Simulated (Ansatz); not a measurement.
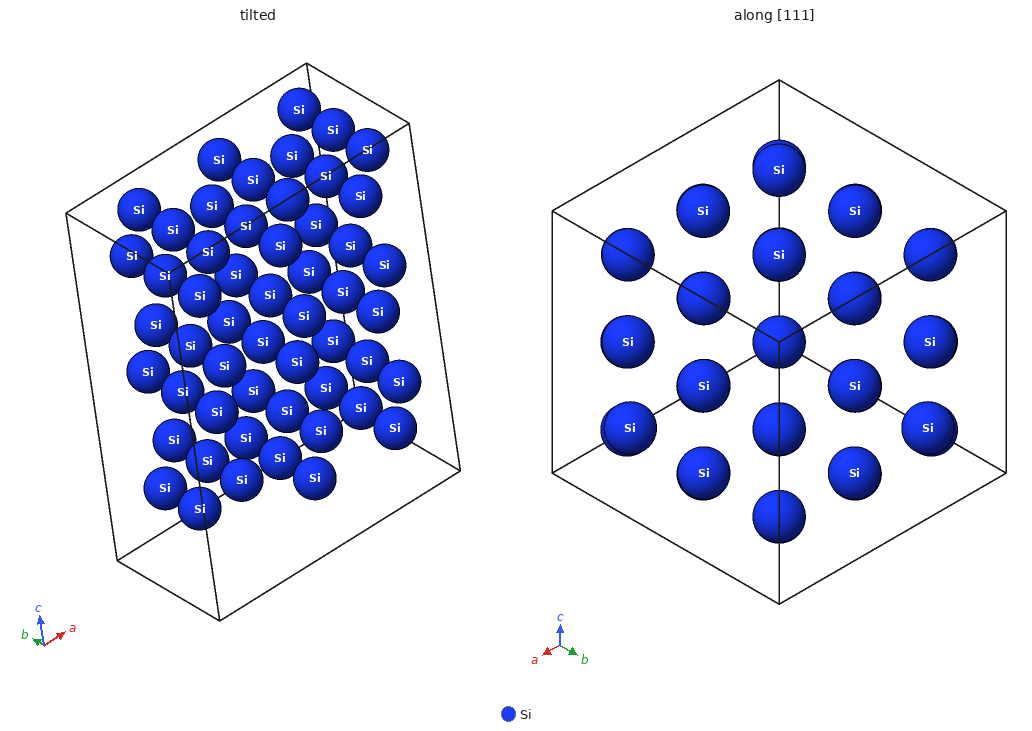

The crystal in a spheres-only representation, seen slightly off an axis and along [111]. Thin lines show the simulation cell, with boundary atoms drawn in all their periodic places.

State composition, symmetry and coordination.

The element is silicon. Its lattice is face-centred cubic, its space group F-43m (No. 216). The cell holds 53 atoms.

Origin of the cell: a structure listed in the Materials Project, repeated into a supercell with a point defect put in. The atoms were relaxed in a fixed cell with Ansatz, DFT PBE, scalar-relativistic, plane waves, PAW.
